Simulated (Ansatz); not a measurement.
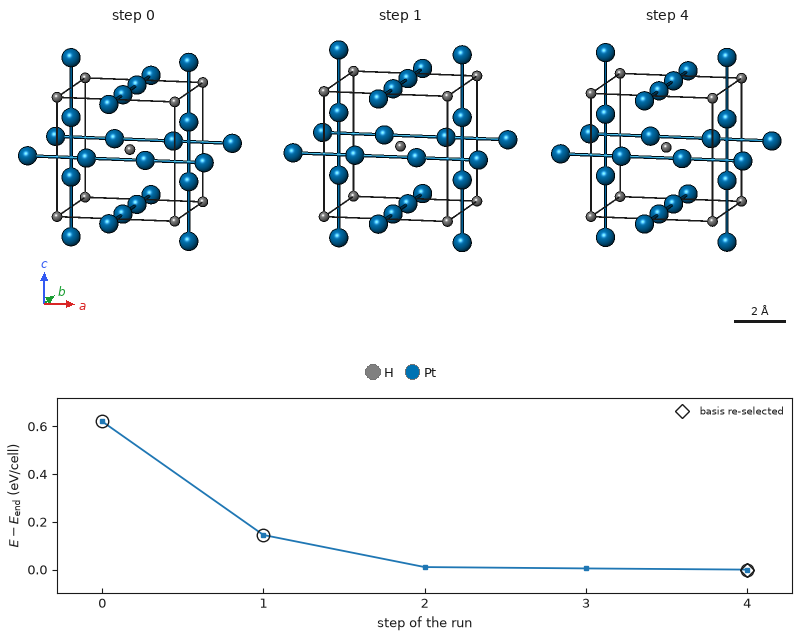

Frames of a relaxation of solid HPt$_{3}$ (built on the A15_223 type) (coarse preliminary run), marked on the history of the run. The picture is a ball-and-stick view of the cell of the calculation, seen slightly off an axis.

Case: A15 type (Pm-3n, No. 223).

Computed with DFT PBE, scalar-relativistic, plane waves, PAW (Ansatz). (plane-wave cutoff 420 eV; k-point mesh 4 × 4 × 4; occupations gaussian; smearing width 0.1 eV; no spin polarisation; cell and atoms relaxed; force threshold 0.04 eV/Å; at most 70 steps)

### Describe the path.

The atoms keep their places relative to the cell (all moves are under 0.005 Å). The drawn cell changes as follows: a = b = c 4.750 → 4.903 Å (+3.2 %); the volume changes by +10.0 %. Some distances before and after: Pt–Pt 2.375 → 2.451 Å. The space group stays Pm-3n (No. 223). Over 3 accepted moves (4 points after the start) the energy falls by 0.621 eV per cell of the calculation. All forces vanish by symmetry, so only the cell relaxes. The pressure goes from 20.66 to −0.06 GPa. At 1 point the geometry stayed and the basis and grid were re-selected for the new cell (energy shift of 5.0 meV per cell of the calculation at most each time). From step 0 to 1: volume +15.3 %, energy −0.476 eV per cell of the calculation. From step 1 to 4: volume −4.7 %, energy −0.145 eV per cell of the calculation.

```
step  E − E(0), meV/atom  pressure, GPa  volume, Å³/atom                      note
   0                0.00          20.66           13.395                          
   1              -59.44          -7.22           15.451                          
   2              -76.25          -1.51           14.860                          
   3              -76.96          -0.04           14.729                          
   4              -77.58          -0.06           14.729  same geometry, new basis
```
